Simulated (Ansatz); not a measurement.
**Sc(100) (P6_3/mmc bulk, 8 atomic planes (those closer than 0.6 Å count as one), 10 Å): images, spectra and barriers**

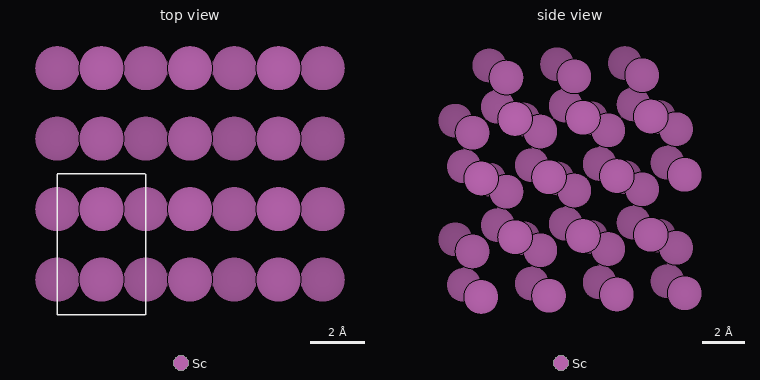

The relaxed structure from above and from the side.

Computed with Ansatz, DFT PBE, scalar-relativistic, plane waves, PAW. Cutoff 420 eV, 18 × 11 k-points, Gaussian smearing 0.1 eV, dipole correction. The slab is a cut without reconstruction beyond its cell, at the source's lattice constants, with its lower half held fixed and the rest relaxed. Of the two ways to cut these planes this one leaves the wide spacing on top (1.91 Å as cut, then 0.96 Å); the other cut leaves better-bound surface atoms. No spin polarisation. The run warns that the functional's potential is rough in the thin density of the vacuum, where the tip is; weak contrasts and barriers may feel it.

The STM signal is simulated in the Tersoff–Hamann approximation. Bias windows are sharp sums over the levels of the k mesh.

Input file:

```yaml
crystal:
  lattice:
    - [3.3087979, 0.0, 0.0]
    - [0.0, 5.268, 0.0]
    - [0.0, 0.0, 30.5068446311]
  atoms:
    - { symbol: Sc, position: [0.0, 0.25, 0.3277952906] }
    - { symbol: Sc, position: [0.0, 0.75, 0.3904151866] }
    - { symbol: Sc, position: [0.5, 0.25, 0.4217251346] }
    - { symbol: Sc, position: [0.5, 0.75, 0.4843450307] }
    - { symbol: Sc, position: [0.0, 0.25, 0.5159502587] }
    - { symbol: Sc, position: [0.0, 0.75, 0.5789695378] }
    - { symbol: Sc, position: [0.5, 0.25, 0.6095394553] }
    - { symbol: Sc, position: [0.5, 0.75, 0.665638086] }
basis:
  ecutwfc: 420.0
  fft_grid_basis: typed
kpoints:
  mp_grid: { grid: [18, 11, 1] }
hamiltonian:
  xc: pbe
  pseudopotentials: { kind: paw }
scf:
  occupations: { method: gaussian, width: 0.1 }
output:
  forces: true
  eigenvalues: true
  band_densities:
    - { e_range: [-2.0, -1.0] }
    - { e_range: [-1.0, -0.5] }
    - { e_range: [-0.5, -0.25] }
    - { e_range: [-0.25, 0.0] }
    - { e_range: [0.0, 0.25] }
    - { e_range: [0.25, 0.5] }
    - { e_range: [0.5, 1.0] }
    - { e_range: [1.0, 1.5] }
  band_residual_tolerance: 1.0e-05
  write_potential: true
  elf: true
  write_density: true
  volumetric_format: npy
efield:
  axis: 3
  dipole_correction: true
  ramp_width: 0.04
checkpoint:
  read: start.run
  write: ck
  compress: false
  write_wavefunctions: false
  write_every: 100000
```

Launched as:

```sh
ansatz run input.yaml --threads 1 --pin off --max-ram 2211MiB --backend cpu --events-out ev --progress --plain --runs-dir out
```

Cost without the relaxation before it: 15 min on 1 thread of Arm Neoverse N1, on a shared host, peak memory 1.8 GiB.

Part 1: One image

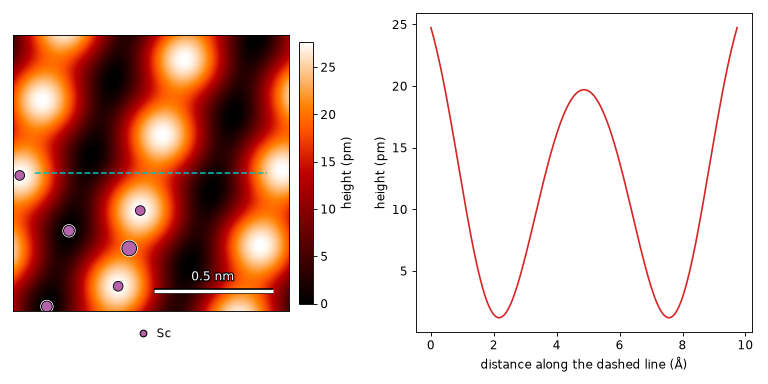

Constant-current image at a set point of 6.9 × 10⁻⁵ e/Å³ of this surface, sample bias +0.50 V. The atoms seen from above are drawn over one corner (deeper ones smaller). The right panel is the profile along the dashed line.

**Which atoms or sites appear bright, which dark, and how strong is the contrast?**

The brightest spots lie over the sites above the Sc atoms 2.6 Å below the top plane; the darkest points are over the sites above the Sc atoms 1.7 Å below the top plane. The corrugation is 28 pm at a mean tip height of 4.5 Å.

Part 2: Approach curves

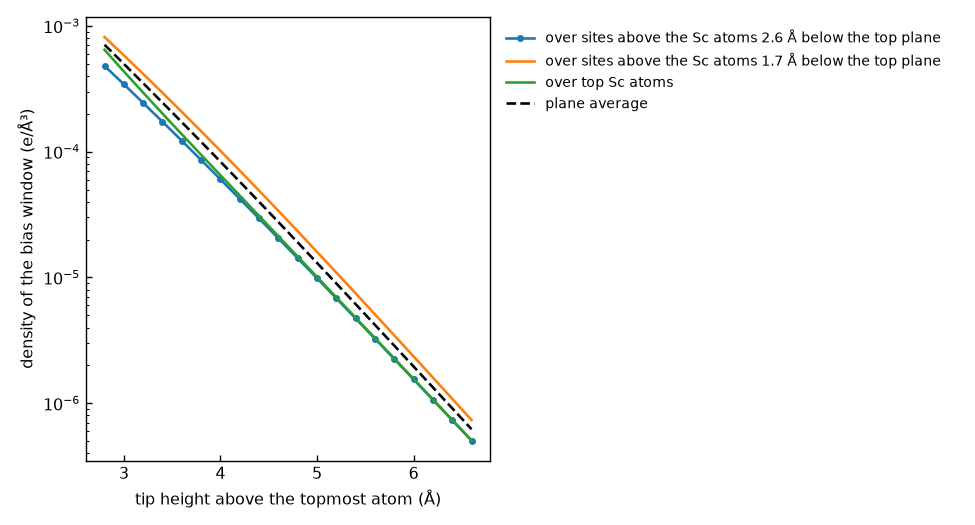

Approach curves over this surface at a sample bias of −0.50 V.

**How fast does the current decay, and what apparent barrier height does that imply?**

Near 4 Å the plane average falls as exp(−1.82 z/Å), a factor of 6.2 per ångström, which gives an apparent barrier of 3.2 eV (0.952 eV Å² times the slope squared). The vacuum level lies 2.98 eV above zero bias. The apparent barrier is close to 2.98 eV. At 4 Å the 0.25 eV of states nearest the highest filled state carry 89 % of the density.

Part 3: Barrier map

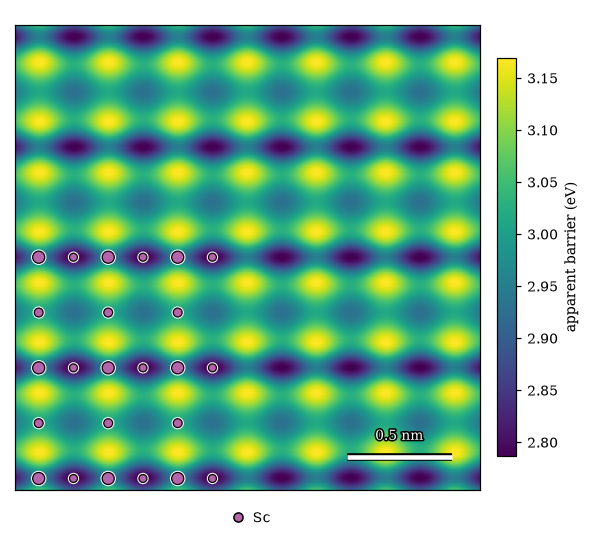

Map of the apparent barrier height, 0.952 eV Å² × (d ln I/dz)², 3.8 Å above this surface at −0.25 V; lighter colours are higher.

**Where is the apparent barrier highest and lowest, and over what range?**

It is highest, 3.2 eV, over points 1.3 Å to the side of the top Sc atoms, and lowest, 2.8 eV, over the sites above the Sc atoms 2.6 Å below the top plane. The vacuum level lies 2.98 eV above zero bias.

Part 4: Bias series

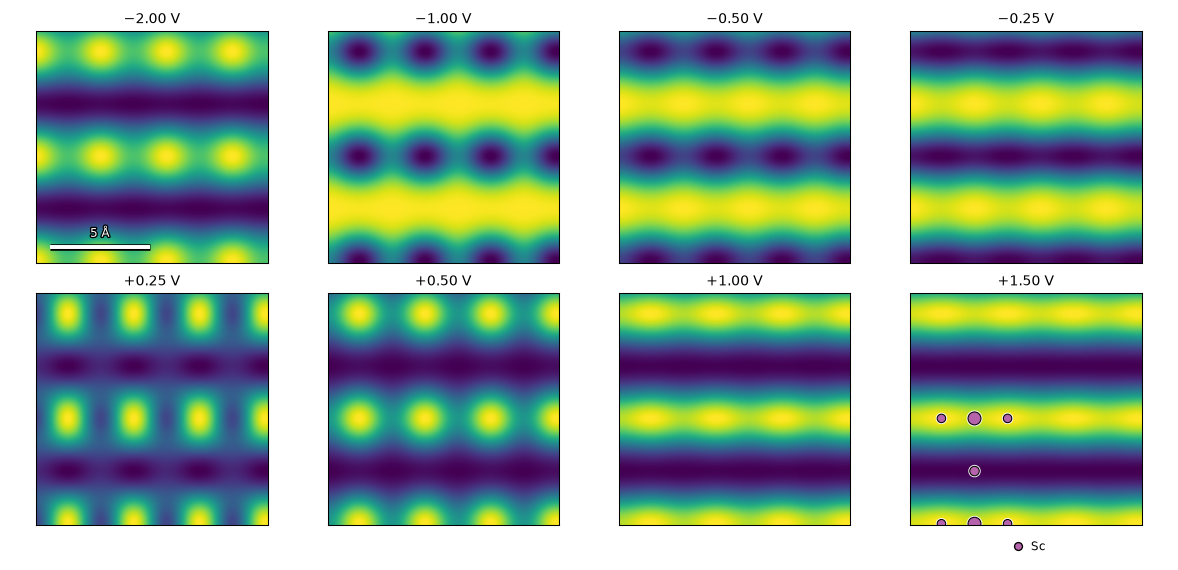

Constant-height images of this surface at 8 sample biases, each on its own colour scale; the last has the atoms seen from above drawn over one corner (deeper ones smaller).

**How do the images change with bias?**

| bias | height (Å) | bright/dark | brightest over |
| --- | --- | --- | --- |
| −2.00 V | 3.5 | 1.3 | top Sc atoms |
| −1.00 V | 3.5 | 1.3 | sites above the Sc atoms 1.7 Å below the top plane |
| −0.50 V | 3.5 | 1.7 | sites above the Sc atoms 1.7 Å below the top plane |
| −0.25 V | 3.5 | 2 | sites above the Sc atoms 1.7 Å below the top plane |
| +0.25 V | 3.5 | 1.3 | sites above the Sc atoms 2.6 Å below the top plane |
| +0.50 V | 3.5 | 2.3 | sites above the Sc atoms 2.6 Å below the top plane |
| +1.00 V | 3.5 | 3.3 | sites above the Sc atoms 2.6 Å below the top plane |
| +1.50 V | 3.5 | 3.6 | sites above the Sc atoms 2.6 Å below the top plane |

The slab has states at the Fermi level, so this model gives a current down to small biases. Its work function (top face) is 2.98 eV.
